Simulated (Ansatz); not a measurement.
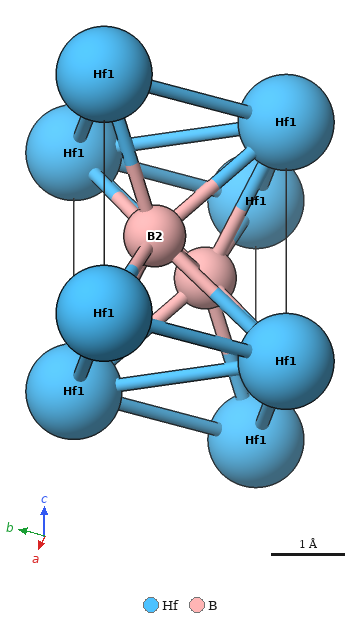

*The structure as given in the input (ball-and-stick view of the cell of the calculation, seen at an oblique angle; atoms are numbered from 1 in the order of the input). An atom can appear more than once, as a periodic image.*

Band-structure calculation, with input and output: HfB$_{2}$

HfB$_{2}$ (3 atoms in the cell), computed with DFT, PBEsol, all-electron LAPW, scalar-relativistic, no spin polarisation (Ansatz 0.2.0).

The structure derives from an entry of the Crystallography Open Database. Its volume is 1.04 times that of the source entry. It belongs to a series of runs on one base structure; here: volume scaled by 1.04. Figures and captions count atoms from 1; the log counts them from 0 in places.

**Input file**
```yaml
crystal:
  lattice:
    - [3.1813206298, 0.0, 0.0]
    - [-1.590660315, 2.755104483, 0.0]
    - [0.0, 0.0, 3.5257947253]
  atoms:
    - { symbol: Hf, position: [0.0, 0.0, 0.0] }
    - { symbol: B, position: [0.3333333333, 0.6666666667, 0.5] }
    - { symbol: B, position: [0.6666666667, 0.3333333333, 0.5] }
kpoints:
  mp_grid: { grid: [15, 15, 12] }
  band_path:
    path:
      - [0.0, 0.0, 0.0]
      - [0.5, 0.0, 0.0]
      - [0.3333333333, 0.3333333333, 0.0]
      - [0.0, 0.0, 0.0]
      - [0.0, 0.0, 0.5]
      - [0.5, 0.0, 0.5]
      - [0.3333333333, 0.3333333333, 0.5]
      - [0.0, 0.0, 0.5]
      - [0.5, 0.0, 0.5]
    npoints: 5
scf:
  occupations: { method: fermi_dirac, width: 0.03 }
hamiltonian:
  xc: pbesol
  pseudopotentials: { kind: all_electron, lapw: { basis_error: 0.001 } }
output:
  forces: true
  stress: true
  eigenvalues: true
```

Machine: 1 thread of Arm Neoverse V1, 24 GiB of memory available, shared host.

Command:
```bash
ansatz run input.yaml --threads 1 --pin off --max-ram 4096MiB --backend cpu --events-out ev --progress --plain --runs-dir out
```

**Output**
```
LAPW: plane waves up to 8.566 Å⁻¹, error target 1.0e-3 eV per atom; small_component_spin mean_spin; B in spheres of 0.918 Å, 5 of its electrons in bands, Dirac shells []; Hf in spheres of 1.412 Å, 42 of its electrons in bands, Dirac shells [] (how accurate: hamiltonian.pseudopotentials.lapw.basis_error, Limitations)
Engine: ansatz 0.2.0, aarch64-unknown-linux-gnu
Pseudopotentials: kind: all_electron
Pseudopotential: Hf, LAPW, valence charge 42, lapw/all_electron/scalar/gaussian/Hf, Koelling and Harmon's equation, gaussian nucleus
Pseudopotential: B, LAPW, valence charge 5, lapw/all_electron/scalar/gaussian/B, Koelling and Harmon's equation, gaussian nucleus
Functional definition: PBEsol
  exchange = pbesol_x
  correlation = pbesol_c
Crystal: 3 atoms, lattice volume = 30.903 Å³
Basis set: ecut = 279.5351608339123 eV, 339 PW (Γ), exchange–correlation at level 2
Bands: 32, of which v1, the nominal top of the filled ones, is band 26 counted from 1 (25 counted from 0)
Symmetry: 24 space group operations
Space group: P6/mmm (ITA 191), of the structure as read, at distance tolerance 3.1e-5 Å
k-points: 189 of 2700
Non-local potential: Hf, projectors of the file, none
Non-local potential: B, projectors of the file, none
Initial density: superposition of atomic densities (chi_scale 0.1, normalization cell, long waves kept (reshape's long-wave potential 0.00 eV rms))
Initial wavefunctions: plane waves of lowest kinetic energy (no species holds an atomic orbital)
Functional: x = pbesol(κ = 0.804, μ = 0.12345679012345678), c = pbesol(β = 0.046)
iter 1 solved again at ethr=5.85e-3 eV; its pass at ethr=1.00e-1 eV (dr2=3.04e0 eV) is discarded
SCF iter   1: F=—  HF=-411477.248854 eV  |F-HF|=—  |Δ(HF+E_count)|=         —  Δρ=7.13e-2  dr2=3.05e0  ethr=5.85e-3  ⟨swp⟩=2.0  Hψ=37476  notcnv=0
preconditioner: auto → Kerker (q_TF=auto, 2.975 Å⁻¹)  [metal: Δε(μ)=0.057 eV  Ē_g=17.408 eV  σ=0.030 eV  W_gap=0.40  n_scr=20 (ndim 8)  ℏωp=36.6 eV  f_vac=0.000  D(μ)=0.26/eV (n_scr^D=0)]
SCF iter   2: F=—  HF=-411476.276759 eV  |F-HF|=—  |Δ(HF+E_count)|=   9.72e-1  Δρ=3.64e-2  dr2=8.10e-1  ethr=5.85e-3  ⟨swp⟩=2.6  Hψ=17085  notcnv=0
preconditioner: auto → Resta (q_TF=auto, 2.975 Å⁻¹)  ε∞=4.9  [insulator: Δε(μ)=0.129 eV  Ē_g=18.554 eV  σ=0.030 eV  W_gap=0.62  n_scr=20 (ndim 8)  ℏωp=36.6 eV  f_vac=0.000  D(μ)=0.26/eV (n_scr^D=0)  ε∞_Penn≈4.9]
SCF iter   3: F=—  HF=-411476.089998 eV  |F-HF|=—  |Δ(HF+E_count)|=   1.87e-1  Δρ=1.68e-2  dr2=1.72e-1  ethr=1.56e-3  ⟨swp⟩=2.7  Hψ=17972  notcnv=0
SCF iter   4: F=—  HF=-411476.005326 eV  |F-HF|=—  |Δ(HF+E_count)|=         —  Δρ=7.50e-3  dr2=2.96e-2  ethr=3.31e-4  ⟨swp⟩=2.2  Hψ=18363  notcnv=0  defer=1
the basis was enlarged: its passes take 236.1 KiB over the memory plan, 1 of 1 planned eigensolver slots
SCF iter   5: F=—  HF=-411475.998330 eV  |F-HF|=—  |Δ(HF+E_count)|=   7.00e-3  Δρ=2.59e-3  dr2=3.34e-3  ethr=5.69e-5  ⟨swp⟩=2.0  Hψ=18011  notcnv=0
iter 6 solved again at ethr=5.25e-7 eV; its pass at ethr=6.43e-6 eV (dr2=2.73e-4 eV) is discarded
SCF iter   6: F=—  HF=-411475.997754 eV  |F-HF|=—  |Δ(HF+E_count)|=   5.76e-4  Δρ=7.38e-4  dr2=2.73e-4  ethr=5.25e-7  ⟨swp⟩=2.0  Hψ=29501  notcnv=0
SCF iter   7: F=—  HF=-411475.997736 eV  |F-HF|=—  |Δ(HF+E_count)|=   1.80e-5  Δρ=9.42e-5  dr2=2.95e-6  ethr=5.25e-7  ⟨swp⟩=2.0  Hψ=17212  notcnv=0
SCF iter   8: F=—  HF=-411475.997735 eV  |F-HF|=—  |Δ(HF+E_count)|=   8.96e-7  Δρ=1.96e-5  dr2=1.21e-7  ethr=5.67e-9  ⟨swp⟩=3.0  Hψ=17833  notcnv=0
SCF iter   9: F=-411475.997735 eV  HF=-411475.997735 eV  |F-HF|=1.11e-9  |Δ(HF+E_count)|=   8.67e-9  Δρ=4.67e-6  dr2=6.95e-9  ethr=2.33e-10  ⟨swp⟩=2.0  Hψ=17206  notcnv=0
SCF 1 converged in 9 iterations: F = -411475.997735 eV  dr2 = 6.95e-9
```

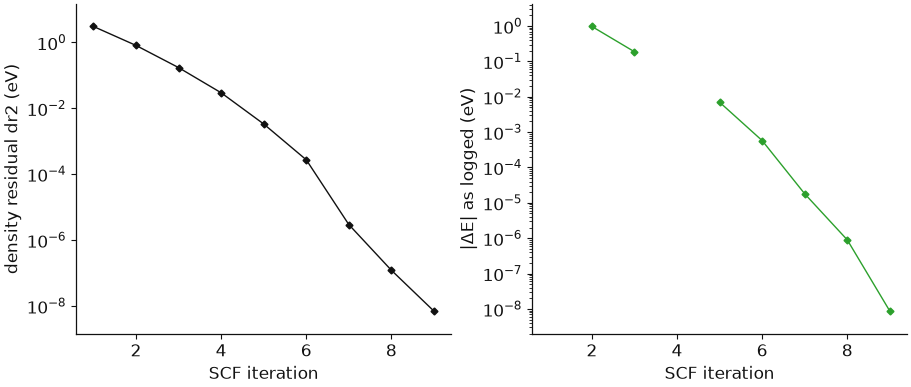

*Convergence of the self-consistent field: density residual dr2 and size of the energy change against the SCF iteration.*

The residual falls at every step.

```
NSCF: frozen V_eff on 41 k-points
SCF converged after 9 iterations
Free energy (F): -411475.997735 eV
Harris-Foulkes:  -411475.997735 eV  (|F-HF|=1.11e-9)
Internal energy: -411475.997004 eV  (E = F + TS)
E sigma→0 (E₀):  -411475.997370 eV
Entropy (-TS):   -0.000731 eV (-0.244 meV/atom)
Fermi energy:    19.991550 eV
--- Per-component energies (eV) ---
  E_band       = -4430.463550
  E_kinetic    = 457635.791507
  E_xc         = -8507.587920
  E_electrostatic = -860604.200592  (all electrons and nuclei)
  E_smearing   = -0.000731  (= −TS)
  E_closure    = 0.000000  (closes the sum)
  E_atoms      = -411450.748255  (free atoms, spherical and without spin; not in F)
  Σ components = -411475.997735   (vs F -411475.997735, Δ=0.00e0)
  Basis errors (estimates in eV, not in F): energy 4.3e-4 per atom: plane waves 3.9e-4 (2.1e-4 summed), levels above the bands 1.7e-73, relativity 1.9e-8, radial functions 4.3e-5, core shells 4.2e-8; eigenvalues (radial functions only) 3.3e-6; not estimated: angular momenta, meshes, grids; target (lapw.basis_error) 1.0e-3; muffin-tin radii B 0.918 Å, Hf 1.412 Å
--- Forces (eV/Å), atoms counted from 1 ---
  atom   1  Hf    -0.00000000    -0.00000000    -0.00000000
  atom   2  B     -0.00000000    -0.00000000     0.00000000
  atom   3  B      0.00000000     0.00000000    -0.00000000
  max |Σ_I F_I| component: 9.25e-18 eV/Å
--- Stress (GPa, compression-positive) ---
      -13.189896      -0.000000      -0.000000
       -0.000000     -13.189896       0.000000
       -0.000000       0.000000     -13.226812
  P = ⅓ Tr σ = -13.2022 GPa (-132.022 kbar)
--- Band table (eV; the first three rows and the last of 189) ---
  k-point 0: bands = ["-353.1029", "-353.0752", "-353.0752", "-181.1773", "-181.1726", "-181.1726", "-181.1492", "-181.1492", "-152.6166", "-152.6074", "-41.9082", "-10.7519", "-10.3089", "-10.3089", "6.4706", "8.0998", "8.1205", "8.1280", "8.1280", "8.1319", "8.1319", "8.2177", "17.0146", "17.1427", "17.1427", "17.2442", "23.7456", "23.7456", "24.3919", "24.3919", "24.7719", "24.8158"]
  k-point 1: bands = ["-353.1029", "-353.0752", "-353.0752", "-181.1773", "-181.1726", "-181.1726", "-181.1492", "-181.1492", "-152.6166", "-152.6074", "-41.9078", "-10.7681", "-10.3077", "-10.3077", "6.5746", "8.0988", "8.1205", "8.1292", "8.1292", "8.1307", "8.1307", "8.2177", "16.0709", "17.2120", "17.2120", "18.1450", "22.9871", "22.9871", "24.1658", "24.1658", "24.7842", "25.7384"]
  k-point 2: bands = ["-353.1029", "-353.0752", "-353.0752", "-181.1773", "-181.1726", "-181.1726", "-181.1492", "-181.1492", "-152.6166", "-152.6074", "-41.9067", "-10.8121", "-10.3045", "-10.3045", "6.8761", "8.0967", "8.1205", "8.1273", "8.1273", "8.1326", "8.1326", "8.2177", "14.9914", "17.4166", "17.4166", "19.1211", "22.0403", "22.0403", "23.5690", "23.5690", "24.8192", "27.1677"]
  k-point 188: bands = ["-353.1029", "-353.0752", "-353.0752", "-181.1773", "-181.1726", "-181.1726", "-181.1492", "-181.1492", "-152.6120", "-152.6120", "-41.8566", "-10.8195", "-10.7432", "-10.7432", "8.1153", "8.1153", "8.1226", "8.1245", "8.1245", "8.1454", "8.1945", "11.0577", "11.0577", "14.5425", "16.8279", "16.8279", "24.0712", "25.0650", "26.4920", "26.4920", "26.9645", "26.9645"]
```

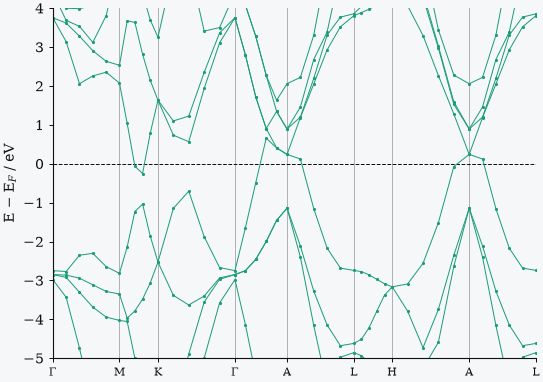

*Band structure along Γ–M–K–Γ–A–L–H–A–L, with energies from the Fermi level.*

Bands cross the Fermi level: a metal at this level of theory.

**Summary**

```tsv
quantity	value
outcome	converged
space group (tolerance 0.01 Å)	P6/mmm (191)
electrons in bands (core shells apart)	52
free energy	−411475.9977 eV
Fermi energy	19.992 eV
pressure	−13.20 GPa
electronic character	metal
largest force (length of the vector)	under 0.001 eV/Å
wall time	52 s
peak memory	0.67 GiB
```

Spin–orbit coupling is left out, which matters for Hf. The cell is under a tension of 13.2 GPa at this level, so it is not at its equilibrium volume.
